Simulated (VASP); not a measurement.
AlAs (slab)

Input

```
PREC = Accurate
ENCUT = 520
EDIFF = 1E-6
ISMEAR = 0
SIGMA = 0.05
LREAL = False
LASPH = True
NELM = 60
ALGO = Normal
ISIF = 2
LWAVE = False
LCHARG = True
LDIPOL = True
IDIPOL = 3
DIPOL = 0.5 0.5 0.500
GGA = PS
LVHAR = True
LVACPOTAV = True
KPAR = 8
```

Run with:

```sh
cat potpaw_PBE.64/Al/POTCAR potpaw_PBE.64/As/POTCAR > POTCAR
mpirun -np 8 vasp_std > vasp.out
```

All numbers below come from VASP, Kohn-Sham DFT of a periodic cell, PBEsol, VASP PAW PBE potentials, recommended.

Core electrons are frozen (PAW), and the valence fields are smoothed inside the atomic spheres.

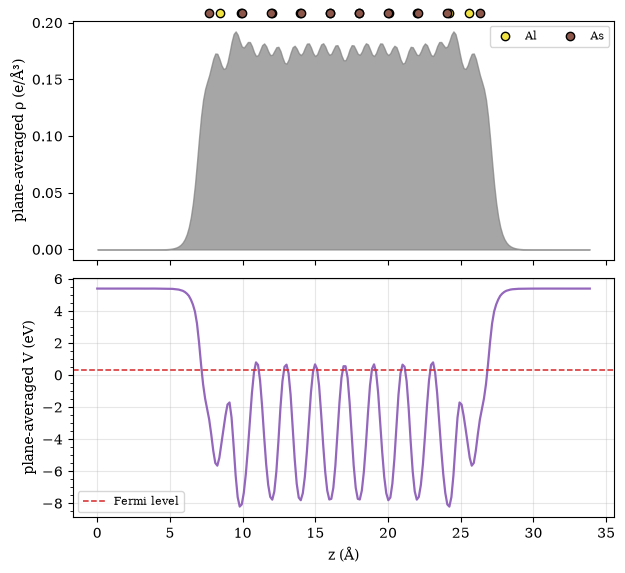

Figure 1. Plane average of the electrostatic potential (local pseudopotential plus Hartree) felt by an electron and of the valence electron density across the slab. Circles mark the heights of the atoms.

**How far above the Fermi level of the calculation is the vacuum level?**

5.1 eV. The slab has a gap, so the Fermi level lies inside it and this isn't a work function in the metallic sense.

**How thick is the slab, and how wide the vacuum?**

The outermost nuclei are 18.6 Å apart, in 12 atomic planes; the vacuum between periodic images is 15.4 Å wide.

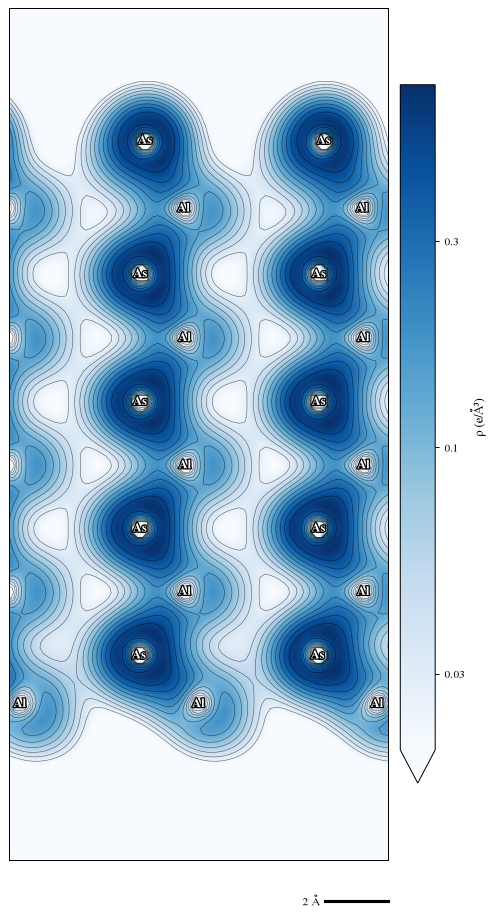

Figure 2. Valence pseudo-density on the (010) plane of the calculation cell, a cut from vacuum to vacuum.

**What does the map show?**

- The section cuts through Al and As sites.
- Al–As (2.42 Å): the density is about 0.48 e/Å³ at the midpoint.
- Al–As (2.48 Å): ρ at the midpoint is about 0.45 e/Å³.
- The density dies away to nearly zero in the vacuum.
